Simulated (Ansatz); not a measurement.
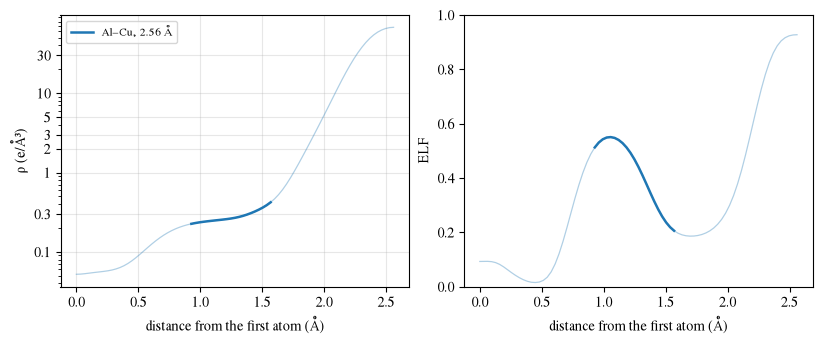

The picture shows: AlCu. Valence charge density (pseudo) and ELF along straight lines between neighbouring atoms. Thin, pale parts lie inside the atomic spheres.

Space group Pm-3m; a structure from a database of computed crystals, not necessarily the ambient phase; computed without spin polarisation.

Method: Ansatz, DFT r2SCAN, scalar-relativistic, plane waves, PAW.

Core electrons are frozen (PAW), and the valence fields are smoothed inside the atomic spheres.

```yaml
crystal:
  lattice:
    - [2.95683, 0.00000, 0.00000]
    - [0.00000, 2.95683, 0.00000]
    - [0.00000, 0.00000, 2.95683]
  atoms:
    - { symbol: Al, position: [0.00000, 0.00000, 0.00000] }
    - { symbol: Cu, position: [0.50000, 0.50000, 0.50000] }
```

Q: What can be read from the curves?

A: Al–Cu (2.56 Å): ρ at the midpoint is about 0.27 e/Å³; the ELF is about 0.45 at the midpoint.
